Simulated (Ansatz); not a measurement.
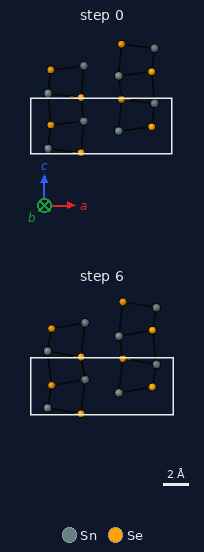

The structure of crystalline SnSe (set up in Pnma) before (top) and after (bottom) a relaxation, at one scale.

A ball-and-stick model of the cell of the calculation, repeated 1 × 1 × 2 with one cell outlined, seen along the b axis.

The run lets cell and atoms move.

Theory: Ansatz, Kohn-Sham DFT of a periodic cell, r2SCAN with D3(BJ), Ansatz PAW.

Input
```yaml
crystal:
  lattice:
    - [11.42, 0.0, 0.0]
    - [0.0, 4.19, 0.0]
    - [0.0, 0.0, 4.46]
  atoms:
    - { symbol: Sn, position: [0.877, 0.75, 0.909] }
    - { symbol: Sn, position: [0.623, 0.25, 0.409] }
    - { symbol: Sn, position: [0.377, 0.75, 0.591] }
    - { symbol: Sn, position: [0.123, 0.25, 0.091] }
    - { symbol: Se, position: [0.643, 0.75, 0.984] }
    - { symbol: Se, position: [0.857, 0.25, 0.484] }
    - { symbol: Se, position: [0.143, 0.75, 0.516] }
    - { symbol: Se, position: [0.357, 0.25, 0.016] }
hamiltonian:
  xc: r2scan
  pseudopotentials: { kind: paw }
  dispersion: d3bj
kpoints:
  mp_grid: { grid: [3, 6, 6] }
scf:
  occupations: { method: fermi_dirac, width: 0.05 }
output:
  forces: true
  stress: true
  eigenvalues: true
  write_density: true
  write_potential: true
  elf: true
  volumetric_format: npy
relax:
  f_tol: 0.01
  max_steps: 40
  cell: { stress_tol: 0.05 }
```

Run as
```bash
ansatz run input.yaml --threads 4 --pin off --max-ram 11264MiB --backend cpu --events-out ev --progress --plain --runs-dir out
```

What changed between the two?

Answer. The largest moves relative to the cell, 0.13 Å, are those of Sn atoms. Largest moves by element: Sn 0.13 Å, Se 0.04 Å. The drawn cell changes as follows: a 11.420 → 11.535 Å (+1.0 %), b 4.190 → 4.116 Å (−1.8 %), c 4.460 → 4.590 Å (+2.9 %); the volume changes by +2.1 %. Among the contacts that change: Se–Sn 3.319 → 3.467 Å, Se–Sn 2.834 → 2.767 Å, Se–Sn 2.693 → 2.754 Å. Bond angles that change, for instance: Sn–Se–Sn 99.4° → 103.3°. The space group stays Pnma (No. 62). Over 5 accepted moves (6 points after the start) the energy falls by 8.3 meV per atom. Largest force component: 0.17 eV/Å at the start, 0.0085 eV/Å at the end. The pressure goes from 0.28 to 0.03 GPa. At 1 point the geometry stayed and the basis and grid were re-selected for the new cell (energy shift of less than 0.05 meV per atom at most each time).
